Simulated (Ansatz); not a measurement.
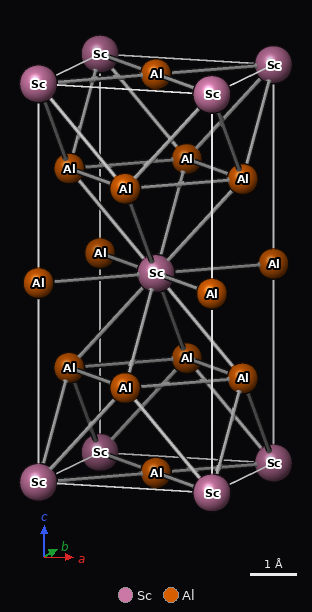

This is a symmetric starting cell of ScAl3. Style: ball-and-stick. Shown: the conventional cell (2 times the calculation's cell), slightly off an axis. Lengths and directions refer to the drawn axes.

All numbers below come from DFT PBE, scalar-relativistic, plane waves, PAW in Ansatz 0.2.0. Set-up: plane-wave cutoff 420 eV; k-point mesh 14 × 14 × 14; occupations gaussian; smearing width 0.1 eV; no spin polarisation.

Change: The cell is strained by +2.7 % along c and −6.3 % across it (volume −9.9 %), the atoms keeping their fractional coordinates. No relaxation follows. The starting cell wasn't computed here and needn't be at equilibrium, so pressure and forces aren't due to the change alone.

Input
```yaml
crystal:
  lattice:
    - [-1.8856467399, 1.8856467399, 4.5418703487]
    - [1.8856467399, -1.8856467399, 4.5418703487]
    - [1.8856467399, 1.8856467399, -4.5418703487]
  atoms:
    - { symbol: Sc, position: [0.0, 0.0, 0.0] }
    - { symbol: Al, position: [0.75, 0.25, 0.5] }
    - { symbol: Al, position: [0.25, 0.75, 0.5] }
    - { symbol: Al, position: [0.5, 0.5, 0.0] }
basis:
  ecutwfc: 420
kpoints:
  mp_grid: { grid: [14, 14, 14] }
hamiltonian:
  xc: pbe
scf:
  occupations: { method: gaussian, width: 0.1 }
output:
  forces: true
  stress: true
  eigenvalues: true
  populations: true
```

Launched with:
```bash
ansatz run input.yaml --threads 1 --pin off --max-ram 1331MiB --backend cpu --events-out ev --progress --plain --runs-dir out
```

### Predict the response.

Some distances before and after: Al–Al 2.847 → 2.667 Å, Al–Sc 2.847 → 2.667 Å, Al–Al 2.990 → 2.952 Å, Al–Sc 2.990 → 2.952 Å. The space group stays I4/mmm (No. 139). The pressure is 11.1 GPa (not all of it need come from the change, since the unchanged cell can be under pressure at this level too). The principal stresses (compression positive) are 0.1 GPa along c and 16.6 GPa across it. All forces vanish by symmetry.

The changed structure in the same view:

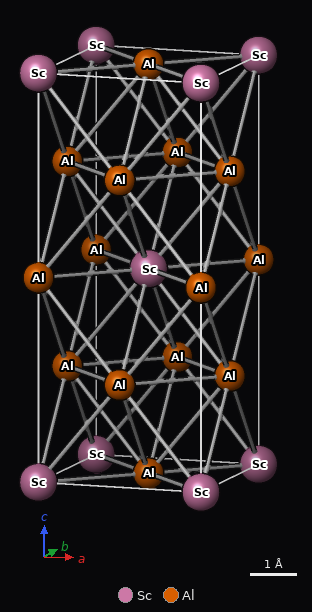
